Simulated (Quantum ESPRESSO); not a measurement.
Relaxation of cell and atoms, with input and output: NaCl (part 2 of 2)

The same run, continued: NaCl (Pm-3m, 2 atoms in the cell); Kohn-Sham DFT of a periodic cell, PBEsol, SSSP 1.3 efficiency PBE, no spin polarisation (Quantum ESPRESSO 7.5); cutoff 857.16 eV, 8×8×8 k-mesh, fermi-dirac of 0.05 eV. The structure derives from a Materials Project entry.

Geometry of the input (Å; fractional positions):
```
3.5022  0.0000  0.0000
0.0000  3.5022  0.0000
0.0000  0.0000  3.5022
Cl 0.5000  0.5000  0.5000
Na 0.0000  0.0000  0.0000
```

## Output, continued
```
   -47.7699 -19.7022 -19.7022 -19.7022 -10.3172   0.2981   0.2981   0.2981
     9.1205   9.1205   9.1205  13.8475  17.8923  17.8923

     the Fermi energy is     3.8089 ev

!    total energy              =    -128.52727246 Ry
     estimated scf accuracy    <          1.1E-10 Ry
     smearing contrib. (-TS)   =      -0.00000000 Ry
     internal energy E=F+TS    =    -128.52727246 Ry

     The total energy is F=E-TS. E is the sum of the following terms:
     one-electron contribution =     -77.47961446 Ry
     hartree contribution      =      43.44568210 Ry
     xc contribution           =     -23.49306373 Ry
     ewald contribution        =     -71.00027637 Ry

     convergence has been achieved in   8 iterations

     negative rho (up, down):  1.503E-02 0.000E+00

     Forces acting on atoms (cartesian axes, Ry/au):

     atom    1 type  1   force =     0.00000000    0.00000000    0.00000000
     atom    2 type  2   force =     0.00000000    0.00000000    0.00000000

     Total force =     0.000000     Total SCF correction =     0.000000

     Computing stress (Cartesian axis) and pressure

     negative rho (up, down):  1.503E-02 0.000E+00
          total   stress  (Ry/bohr**3)                   (kbar)     P=      -11.58
  -0.00007870   0.00000000   0.00000000          -11.58        0.00        0.00
   0.00000000  -0.00007870   0.00000000            0.00      -11.58        0.00
   0.00000000   0.00000000  -0.00007870            0.00        0.00      -11.58

     BFGS Geometry Optimization
     Energy error            =      1.0E-03 Ry
     Gradient error          =      0.0E+00 Ry/Bohr
     Cell gradient error     =      3.2E+01 kbar

     number of scf cycles    =   1
     number of bfgs steps    =   0

     enthalpy           new  =    -128.4878614038 Ry

     new trust radius        =       0.0182737962 bohr
     new conv_thr            =       0.0000000004 Ry

     new unit-cell volume =    285.23641 a.u.^3 (    42.26768 Ang^3 )
     density =      2.29588 g/cm^3

CELL_PARAMETERS (angstrom)
   3.483395506   0.000000000   0.000000000
   0.000000000   3.483395506   0.000000000
   0.000000000   0.000000000   3.483395506

ATOMIC_POSITIONS (angstrom)
Cl               1.7416977532        1.7416977532        1.7416977532
Na               0.0000000000        0.0000000000        0.0000000000

     NEW-OLD atomic charge density approx. for the potential
     New effective cutoffs (rho, wfc):  511.12   63.68

     negative rho (up, down):  1.498E-02 0.000E+00

     Self-consistent Calculation

     iteration #  1     ecut=    63.00 Ry     beta= 0.50
     Davidson diagonalization with overlap
     ethr =  1.00E-06,  avg # of iterations =  3.0

     Threshold (ethr) on eigenvalues was too large:
     Diagonalizing with lowered threshold

     Davidson diagonalization with overlap
     ethr =  2.38E-08,  avg # of iterations =  3.7

     negative rho (up, down):  1.498E-02 0.000E+00

     total energy              =    -128.52748333 Ry
     estimated scf accuracy    <       0.00000402 Ry

     iteration #  2     ecut=    63.00 Ry     beta= 0.50
     Davidson diagonalization with overlap
     ethr =  2.51E-08,  avg # of iterations =  2.0

     negative rho (up, down):  1.499E-02 0.000E+00

     total energy              =    -128.52755554 Ry
     estimated scf accuracy    <       0.00000051 Ry

[... 47 further cycles ...]
     iteration #  2     ecut=    63.00 Ry     beta= 0.50
     Davidson diagonalization with overlap
     ethr =  2.67E-04,  avg # of iterations =  2.0

     negative rho (up, down):  1.471E-02 0.000E+00

     total energy              =    -128.52656388 Ry
     estimated scf accuracy    <       0.00224799 Ry

     iteration #  3     ecut=    63.00 Ry     beta= 0.50
     Davidson diagonalization with overlap
     ethr =  1.40E-05,  avg # of iterations =  2.4

     negative rho (up, down):  1.449E-02 0.000E+00

     total energy              =    -128.52666678 Ry
     estimated scf accuracy    <       0.00050466 Ry

     iteration #  4     ecut=    63.00 Ry     beta= 0.50
     Davidson diagonalization with overlap
     ethr =  3.15E-06,  avg # of iterations =  1.5

     negative rho (up, down):  1.451E-02 0.000E+00

     total energy              =    -128.52670124 Ry
     estimated scf accuracy    <       0.00000278 Ry

     iteration #  5     ecut=    63.00 Ry     beta= 0.50
     Davidson diagonalization with overlap
     ethr =  1.74E-08,  avg # of iterations =  2.7

     negative rho (up, down):  1.453E-02 0.000E+00

     total energy              =    -128.52670442 Ry
     estimated scf accuracy    <       0.00000058 Ry

     iteration #  6     ecut=    63.00 Ry     beta= 0.50
     Davidson diagonalization with overlap
     ethr =  3.62E-09,  avg # of iterations =  3.1

     negative rho (up, down):  1.452E-02 0.000E+00

     total energy              =    -128.52670512 Ry
     estimated scf accuracy    <       0.00000011 Ry

     iteration #  7     ecut=    63.00 Ry     beta= 0.50
     Davidson diagonalization with overlap
     ethr =  7.13E-10,  avg # of iterations =  2.5

     negative rho (up, down):  1.452E-02 0.000E+00

     total energy              =    -128.52670528 Ry
     estimated scf accuracy    <       0.00000003 Ry

     iteration #  8     ecut=    63.00 Ry     beta= 0.50
     Davidson diagonalization with overlap
     ethr =  1.80E-10,  avg # of iterations =  2.1

     negative rho (up, down):  1.452E-02 0.000E+00

     total energy              =    -128.52670532 Ry
     estimated scf accuracy    <          4.5E-11 Ry

     iteration #  9     ecut=    63.00 Ry     beta= 0.50
     Davidson diagonalization with overlap
     ethr =  2.81E-13,  avg # of iterations =  4.3

     negative rho (up, down):  1.452E-02 0.000E+00

     total energy              =    -128.52670533 Ry
     estimated scf accuracy    <          3.0E-11 Ry

     iteration # 10     ecut=    63.00 Ry     beta= 0.50
     Davidson diagonalization with overlap
     ethr =  1.87E-13,  avg # of iterations =  1.7

     negative rho (up, down):  1.452E-02 0.000E+00

     total energy              =    -128.52670533 Ry
     estimated scf accuracy    <          6.6E-12 Ry

     iteration # 11     ecut=    63.00 Ry     beta= 0.50
     Davidson diagonalization with overlap
     ethr =  1.00E-13,  avg # of iterations =  1.3

     negative rho (up, down):  1.452E-02 0.000E+00

     End of self-consistent calculation

          k = 0.0000 0.0000 0.0000 (  2205 PWs)   bands (ev):

   -46.7181 -18.6188 -18.6188 -18.6188 -10.6426   2.5681   2.5681   2.5681
     7.3404  11.3645  11.3645  18.9997  18.9997  18.9997

          k = 0.0000 0.0000 0.1295 (  2196 PWs)   bands (ev):

   -46.7177 -18.6284 -18.6179 -18.6179 -10.5776   1.9754   2.6063   2.6063
     7.8286  11.5457  11.8181  17.7227  17.7227  19.1200

          k = 0.0000 0.0000 0.2589 (  2208 PWs)   bands (ev):

   -46.7168 -18.6515 -18.6159 -18.6159 -10.4137   0.8695   2.7014   2.7014
     8.7537  12.0721  12.6610  16.3196  16.3196  18.7985

          k = 0.0000 0.0000 0.3884 (  2204 PWs)   bands (ev):

   -46.7159 -18.6745 -18.6138 -18.6138 -10.2381  -0.0150   2.8008   2.8008
     9.6921  12.7124  12.8479  15.3684  15.3684  17.1173

          k = 0.0000 0.0000-0.5179 (  2168 PWs)   bands (ev):

   -46.7155 -18.6839 -18.6129 -18.6129 -10.1614  -0.3450   2.8433   2.8433
    10.2188  12.3726  13.3719  15.0332  15.0332  16.2127

          k = 0.0000 0.1295 0.1295 (  2189 PWs)   bands (ev):

   -46.7173 -18.6288 -18.6259 -18.6171 -10.5151   1.9190   2.1538   2.6453
     8.2917  11.8339  12.1102  16.5830  17.5669  18.2300

          k = 0.0000 0.1295 0.2589 (  2207 PWs)   bands (ev):

   -46.7164 -18.6501 -18.6245 -18.6151 -10.3573   0.9394   2.1980   2.7425
     9.1690  12.2456  12.8240  15.4224  16.3919  18.2368

          k = 0.0000 0.1295 0.3884 (  2200 PWs)   bands (ev):

   -46.7155 -18.6723 -18.6220 -18.6130 -10.1885   0.0793   2.3364   2.8441
    10.0735  12.1560  13.2333  14.8952  15.4451  18.5118

          k = 0.0000 0.1295-0.5179 (  2188 PWs)   bands (ev):

   -46.7151 -18.6815 -18.6210 -18.6122 -10.1149  -0.2433   2.3974   2.8876
    10.6875  11.6291  13.7650  14.3823  15.1081  17.9665

          k = 0.0000 0.2589 0.2589 (  2213 PWs)   bands (ev):

   -46.7155 -18.6488 -18.6431 -18.6131 -10.2152   0.9927   1.3423   2.8448
     9.8809  11.8801  13.6046  14.9761  16.4285  16.9241

          k = 0.0000 0.2589 0.3884 (  2199 PWs)   bands (ev):

   -46.7146 -18.6672 -18.6418 -18.6112 -10.0638   0.3220   1.4081   2.9520
    10.2146  11.5191  14.0877  15.0467  15.6464  16.9556

          k = 0.0000 0.2589-0.5179 (  2194 PWs)   bands (ev):

   -46.7142 -18.6757 -18.6403 -18.6104  -9.9980   0.0214   1.4963   2.9979
    10.1393  11.6070  14.3814  14.7046  15.3059  17.0637

          k = 0.0000 0.3884 0.3884 (  2194 PWs)   bands (ev):

   -46.7137 -18.6632 -18.6604 -18.6094  -9.9314   0.5359   0.6939   3.0651
     9.3455  12.1009  14.5472  15.2215  15.8220  15.9759

          k = 0.0000 0.3884-0.5179 (  2204 PWs)   bands (ev):

   -46.7133 -18.6700 -18.6596 -18.6086  -9.8740   0.3203   0.7420   3.1136
     8.9528  12.5079  14.6223  15.0347  15.5350  16.0100

          k = 0.0000-0.5179-0.5179 (  2192 PWs)   bands (ev):

   -46.7129 -18.6676 -18.6676 -18.6079  -9.8203   0.4572   0.4572   3.1632
     8.5067  13.0233  14.7453  14.7453  15.6422  15.6422

          k = 0.1295 0.1295 0.1295 (  2202 PWs)   bands (ev):

   -46.7170 -18.6289 -18.6250 -18.6250 -10.4545   1.8851   2.1999   2.1999
     8.7343  12.2385  12.2385  16.3701  16.8891  16.8891

          k = 0.1295 0.1295 0.2589 (  2198 PWs)   bands (ev):

   -46.7160 -18.6486 -18.6245 -18.6227 -10.3019   1.0088   2.1863   2.3154
     9.5574  12.5814  12.7916  15.3696  15.6485  17.0722

          k = 0.1295 0.1295 0.3884 (  2196 PWs)   bands (ev):

   -46.7151 -18.6703 -18.6218 -18.6205 -10.1389   0.1703   2.3374   2.4375
    10.3970  12.2098  12.9688  14.4005  16.0491  17.3470

          k = 0.1295 0.1295-0.5179 (  2198 PWs)   bands (ev):

   -46.7147 -18.6793 -18.6207 -18.6196 -10.0679  -0.1460   2.4054   2.4902
    11.1728  11.3813  13.1131  14.1232  16.2202  17.4384

          k = 0.1295 0.2589 0.2589 (  2210 PWs)   bands (ev):

   -46.7151 -18.6473 -18.6420 -18.6213 -10.1626   1.0663   1.3988   2.3856
    10.1606  12.2370  13.3426  15.1118  15.4687  16.2342

          k = 0.1295 0.2589 0.3884 (  2196 PWs)   bands (ev):

   -46.7142 -18.6655 -18.6407 -18.6190 -10.0143   0.4037   1.4654   2.5178
    10.3406  11.9212  13.1621  14.8407  16.0368  16.6340

          k = 0.1295 0.2589-0.5179 (  2206 PWs)   bands (ev):

   -46.7138 -18.6739 -18.6393 -18.6181  -9.9499   0.1066   1.5518   2.5757
    10.2382  12.0607  12.7981  14.8578  16.2875  16.7838

          k = 0.1295 0.3884 0.3884 (  2208 PWs)   bands (ev):

   -46.7133 -18.6617 -18.6591 -18.6170  -9.8821   0.6094   0.7553   2.6486
     9.4933  12.3392  13.3535  14.3886  16.7713  16.8735

          k = 0.1295 0.3884-0.5179 (  2202 PWs)   bands (ev):

   -46.7129 -18.6685 -18.6584 -18.6161  -9.8248   0.3904   0.8031   2.7056
     9.1128  12.7898  13.0408  14.2858  16.9397  17.0823

          k = 0.1295-0.5179-0.5179 (  2200 PWs)   bands (ev):

   -46.7126 -18.6663 -18.6663 -18.6153  -9.7706   0.5198   0.5198   2.7619
     8.6815  13.1855  13.1855  13.8104  17.1995  17.1995

          k = 0.2589 0.2589 0.2589 (  2199 PWs)   bands (ev):

   -46.7142 -18.6453 -18.6393 -18.6393 -10.0305   1.1773   1.5420   1.5420
    10.4824  12.5488  12.5488  14.9668  15.8132  15.8132

          k = 0.2589 0.2589 0.3884 (  2205 PWs)   bands (ev):

   -46.7133 -18.6614 -18.6393 -18.6367  -9.8901   0.6122   1.5476   1.6961
    10.4140  11.7371  12.3380  15.3649  15.8864  17.2082

          k = 0.2589 0.2589-0.5179 (  2190 PWs)   bands (ev):

   -46.7129 -18.6694 -18.6379 -18.6356  -9.8292   0.3262   1.6370   1.7636
    10.2673  11.4166  12.3163  15.5630  15.9767  17.9258

          k = 0.2589 0.3884 0.3884 (  2216 PWs)   bands (ev):

   -46.7124 -18.6581 -18.6561 -18.6353  -9.7584   0.7968   0.9118   1.7885
     9.8725  11.5391  11.8451  15.5840  17.4232  17.6785

          k = 0.2589 0.3884-0.5179 (  2216 PWs)   bands (ev):

   -46.7121 -18.6649 -18.6554 -18.6342  -9.7014   0.5699   0.9586   1.8582
     9.5404  11.3973  11.8275  15.6990  17.7139  18.2498

          k = 0.2589-0.5179-0.5179 (  2224 PWs)   bands (ev):

   -46.7117 -18.6630 -18.6630 -18.6332  -9.6461   0.6795   0.6795   1.9246
     9.1593  11.5634  11.5634  15.7841  17.9045  18.7267

          k = 0.3884 0.3884 0.3884 (  2203 PWs)   bands (ev):

   -46.7115 -18.6551 -18.6530 -18.6530  -9.6274   0.9758   1.0819   1.0819
    10.1270  10.7860  10.7860  17.2764  17.8308  18.1209

          k = 0.3884 0.3884-0.5179 (  2226 PWs)   bands (ev):

   -46.7112 -18.6613 -18.6529 -18.6517  -9.5707   0.7664   1.1038   1.1571
     9.9472  10.4051  10.8319  16.9026  17.9267  18.2736

          k = 0.3884-0.5179-0.5179 (  2244 PWs)   bands (ev):

   -46.7108 -18.6598 -18.6598 -18.6510  -9.5143   0.8538   0.8538   1.2056
     9.7597  10.4630  10.4630  16.3054  18.2546  19.6298

          k =-0.5179-0.5179-0.5179 (  2272 PWs)   bands (ev):

   -46.7105 -18.6584 -18.6584 -18.6584  -9.4573   0.9310   0.9310   0.9310
    10.0706  10.0706  10.0706  15.6602  19.9197  19.9197

     the Fermi energy is     5.6239 ev

!    total energy              =    -128.52670533 Ry
     estimated scf accuracy    <          4.3E-13 Ry
     smearing contrib. (-TS)   =      -0.00000000 Ry
     internal energy E=F+TS    =    -128.52670533 Ry

     The total energy is F=E-TS. E is the sum of the following terms:
     one-electron contribution =     -73.41688076 Ry
     hartree contribution      =      41.96917279 Ry
     xc contribution           =     -23.53893760 Ry
     ewald contribution        =     -73.54005976 Ry

     convergence has been achieved in  11 iterations

     negative rho (up, down):  1.452E-02 0.000E+00

     Forces acting on atoms (cartesian axes, Ry/au):

     atom    1 type  1   force =     0.00000000    0.00000000    0.00000000
     atom    2 type  2   force =     0.00000000    0.00000000    0.00000000

     Total force =     0.000000     Total SCF correction =     0.000000

     Computing stress (Cartesian axis) and pressure

     negative rho (up, down):  1.452E-02 0.000E+00
          total   stress  (Ry/bohr**3)                   (kbar)     P=       20.01
   0.00013603   0.00000000   0.00000000           20.01        0.00        0.00
   0.00000000   0.00013603   0.00000000            0.00       20.01        0.00
   0.00000000   0.00000000   0.00013603            0.00        0.00       20.01

=------------------------------------------------------------------------------=
   JOB DONE.
=------------------------------------------------------------------------------=
```

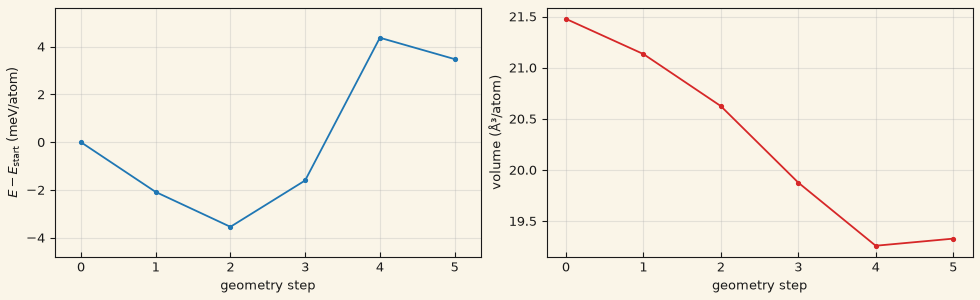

Progress of the relaxation, step by step (steps are counted from 0).

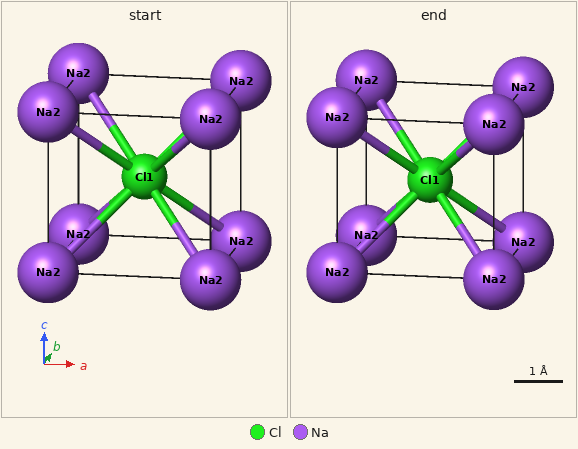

Before (left) and after (right) the relaxation, at one scale (ball-and-stick view of the cell of the calculation, seen slightly off an axis). Over 5 geometry steps the energy rises by 3.5 meV per atom. All forces vanish by symmetry, so only the cell relaxes. The atoms keep their places relative to the cell (all moves are under 0.005 Å). Cell: a = b = c 3.502 → 3.381 Å (−3.5 %). Volume −10.0 %. Among the contacts that change: Cl1–Na2 3.033 → 2.928 Å. The space group stays Pm-3m (No. 221). (Atoms are counted from 1 in the order of the input.)

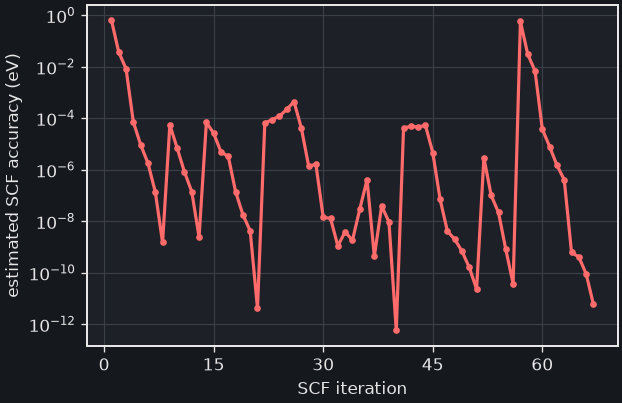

Convergence of the self-consistent field: estimated SCF accuracy against the iteration. The field takes 67 iterations in all.

## Summary

```csv
quantity,value
outcome,converged
space group (tolerance 0.01 Å),Pm-3m (221)
electrons treated,16
free energy,−1748.6949 eV
Fermi energy,5.624 eV
gap on the k-point mesh,4.18 eV
pressure,2.00 GPa
final volume,38.66 Å³
largest force (length of the vector) at the end,under 0.001 eV/Å
final cell,"a = 3.381 Å, b = 3.381 Å, c = 3.381 Å, α = 90.00°, β = 90.00°, γ = 90.00°"
hardware,"1 thread of Arm Neoverse V1, 24 GiB of memory available, shared host"
wall time,3.1 min
peak memory,0.24 GiB
```

Further notes kept with the run: potentials made for another functional. Notes on the run: negative rho. Points of doubt noted for this run: potentials made for another functional.
